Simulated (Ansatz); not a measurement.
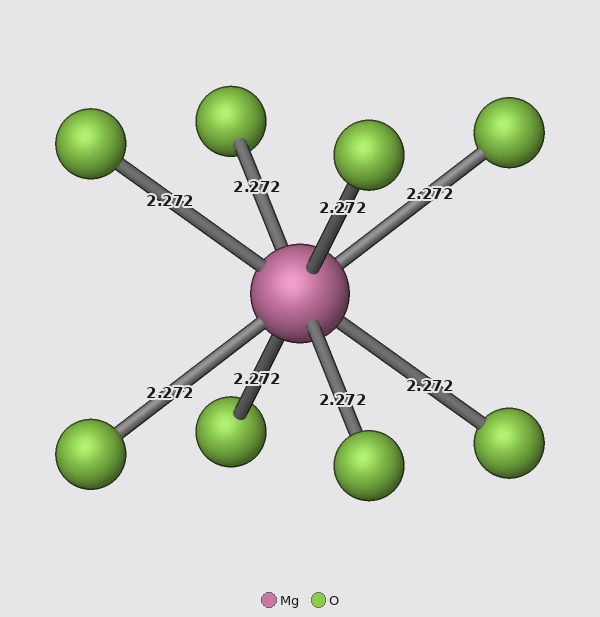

The surroundings of site Mg1 (at 0.000, 0.000, 0.000) in MgO in space group Pm-3m, with bond lengths in Å.

The cell is taken from the input geometry of an electronic-structure calculation (not necessarily at equilibrium); the starting structure was generated, so it need not be a known form of this composition.

```xyz
2
Lattice="2.6233 0.0000 0.0000 0.0000 2.6233 0.0000 0.0000 0.0000 2.6233" Properties=species:S:1:pos:R:3 pbc="T T T"
Mg    0.0000    0.0000    0.0000
O     1.3117    1.3117    1.3117
```

Bond valence s = exp((R0 − d)/b), R0 fitted to published crystal structures with b = 0.37 Å; R0 in Å: Mg2+–O 1.677.

### Calculate the bond-valence sum of Mg1 from the bonds drawn.

8 × 0.200 = 1.60 v.u., against a formal valence of 2: underbonded (bonds long for this ion) by 0.40.

### And over the whole structure?

| site | x, y, z | formal valence | bond-valence sum | difference |
| --- | --- | --- | --- | --- |
| Mg1 | 0.000, 0.000, 0.000 | +2 | 1.62 | -0.38 |
| O1 | 0.500, 0.500, 0.500 | −2 | 1.62 | -0.38 |

These sums include all anions within 5 Å. The global instability index (root mean square of the differences over all atoms) is 0.38 v.u.: above 0.2, which by the usual rule of thumb marks a strained structure. The cell was not relaxed for this table, and a volume that is off by a few per cent shifts all sums together.
